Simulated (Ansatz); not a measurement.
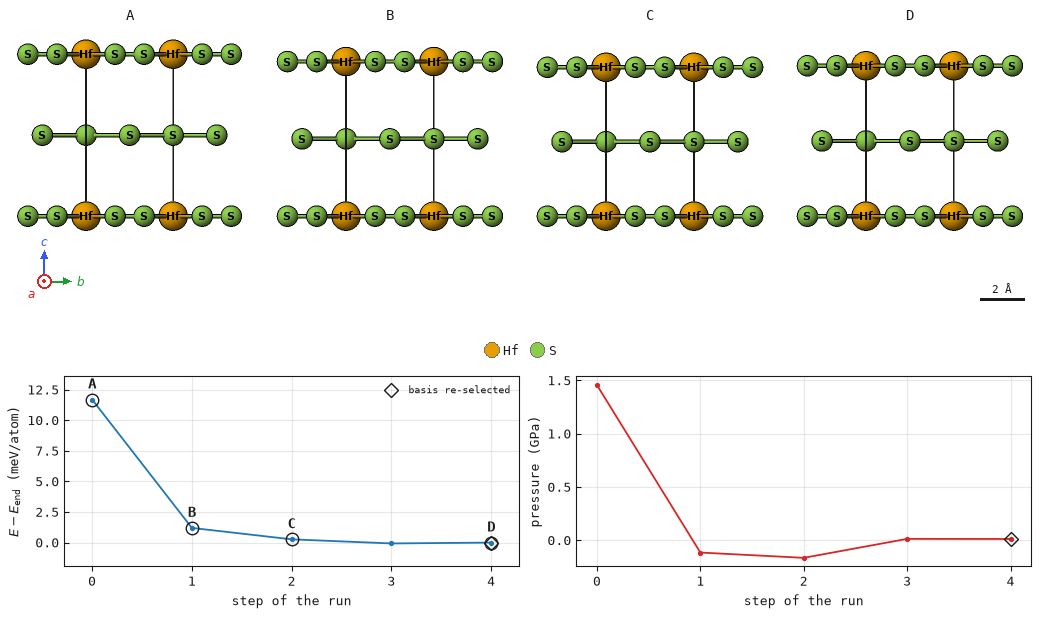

Frames of a relaxation of solid HfS₅ (a generated structure, set up in P6/mmm) (coarse preliminary run), marked on the history of the run. Style: ball-and-stick. Shown: the cell of the calculation, along the a axis.

All numbers below come from Ansatz 0.2.0, DFT PBE, scalar-relativistic, plane waves, PAW. Set-up: plane-wave cutoff 420 eV; k-point mesh 6 × 6 × 4; occupations gaussian; smearing width 0.1 eV; no spin polarisation; cell and atoms relaxed; force threshold 0.04 eV/Å; at most 70 steps.

What happens along the run?

Answer. Over 3 accepted moves (4 points after the start) the energy falls by 11.7 meV per atom. All forces vanish by symmetry, so only the cell relaxes. Pressure: 1.46 GPa at the start and 0.01 GPa at the end. At 1 point the geometry stayed and the basis and grid were re-selected for the new cell (energy shift of 0.1 meV per atom at most each time). No atom moves by more than 0.005 Å relative to the cell. Cell: a = b 4.615 → 4.651 Å (+0.8 %), c 7.428 → 6.897 Å (−7.1 %). Volume −5.7 %. Among the contacts that change: Hf–S 2.664 → 2.685 Å, S–S 2.307 → 2.325 Å. The space group stays P6/mmm (No. 191). From step 0 to 1: volume −3.0 %, energy −10.5 meV per atom. From step 1 to 2: volume −3.5 %, energy −0.9 meV per atom. From step 2 to 4: volume +0.8 %, energy −0.3 meV per atom.

Limits of the set-up: layers or molecules are held without a dispersion correction, so their spacing is unreliable.
